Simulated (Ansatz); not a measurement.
## Electronic structure of SnO$_{2}$ in real space

Input file:

```
crystal:
  lattice:
    - [0.0, 2.5714689762, 2.5259808189]
    - [2.5714689762, 0.0, 2.5259808189]
    - [2.5714689762, 2.5714689762, 0.0]
  atoms:
    - { symbol: Sn, position: [0.0, 0.0, 0.0] }
    - { symbol: O, position: [0.25, 0.25, 0.25] }
    - { symbol: O, position: [0.75, 0.75, 0.75] }
kpoints:
  mp_grid: { grid: [8, 8, 8] }
  band_path:
    path:
      - [0.0, 0.0, 0.0]
      - [0.5, 0.0, 0.5]
      - [0.625, 0.25, 0.625]
      - [0.375, 0.375, 0.75]
      - [0.5, 0.5, 0.5]
      - [0.5, 0.25, 0.75]
      - [0.283854, -0.5, -0.216146]
    npoints: 1
hamiltonian:
  xc: r2scan
scf:
  occupations: { method: fermi_dirac, width: 0.02 }
  n_extra_bands: 4
output:
  forces: true
  stress: true
  eigenvalues: true
  write_density: true
  write_potential: true
  elf: true
  volumetric_format: npy
```

Run with:

```sh
ansatz run input.yaml --threads 4 --pin off --max-ram 4608MiB --backend cpu --events-out ev --progress --plain --runs-dir out
```

Below, planes, directions and counts refer to the conventional cell (a = 3.64 Å, b = 3.64 Å, c = 5.05 Å, α = 90.00°, β = 90.00°, γ = 90.00°).

Space group I4/mmm; started from the fluorite prototype, which need not be the ambient phase; changed on purpose from its base cell (epitaxial xy strain +1.5%); computed pressure about −6 GPa in this cell.

Theory: Ansatz 0.2.0, DFT, r2SCAN, plane waves, PAW.

Core electrons are frozen (PAW), and the valence fields are smoothed inside the atomic spheres.

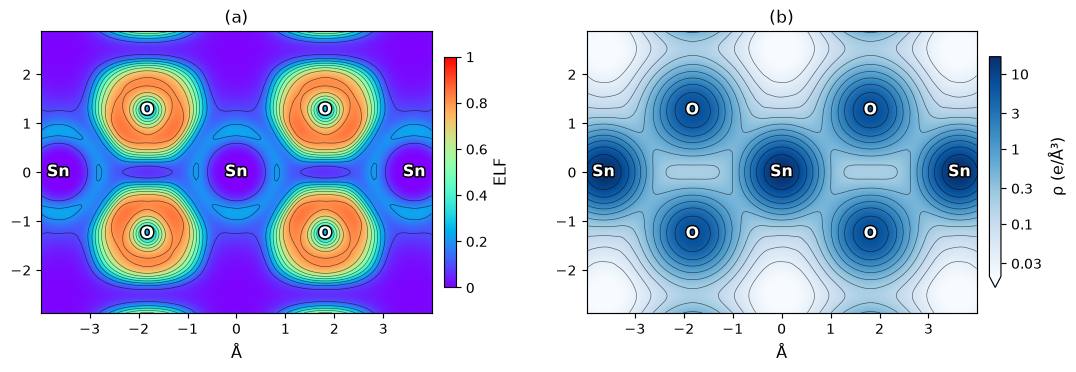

Figure 1. (a) ELF; (b) valence charge density (pseudo) on the (100) plane of the conventional cell.

**Read the bonding off the picture.**

Atoms in the plane: Sn and O.
Sn–O (2.21 Å): ρ at the midpoint is about 0.48 e/Å³; the ELF peaks at about 0.85 in the valence shell of O, 0.6 Å from its nucleus, and is about 0.20 at the midpoint: no localised pair shows between them.
Between the atoms the lowest density in this plane is 0.02 e/Å³.

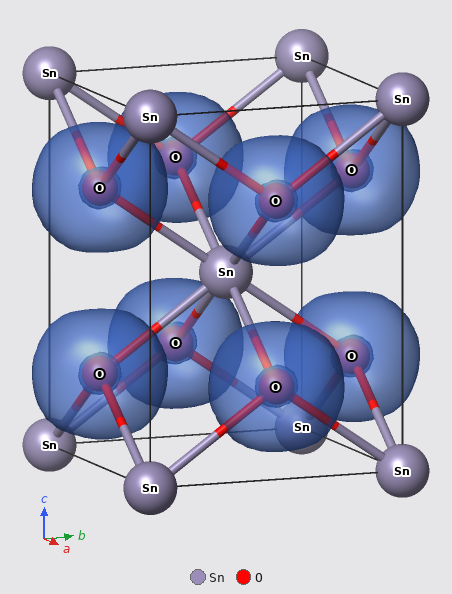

Figure 2. Isosurface of the ELF at 0.6 (blue), seen slightly off an axis. Core shells and regions of very low density are left out. Sticks mark near contacts.

**Where are the electrons localised?**

The surface consists of four regions wrapped around O (the valence shell of each), counted in one cell of 6 atoms. Regions shared between cells count once.

**Does the calculation give a band gap?**

It is gapped, with a Kohn–Sham gap of 0.48 eV on the k-point mesh, an upper bound to the gap of this method.
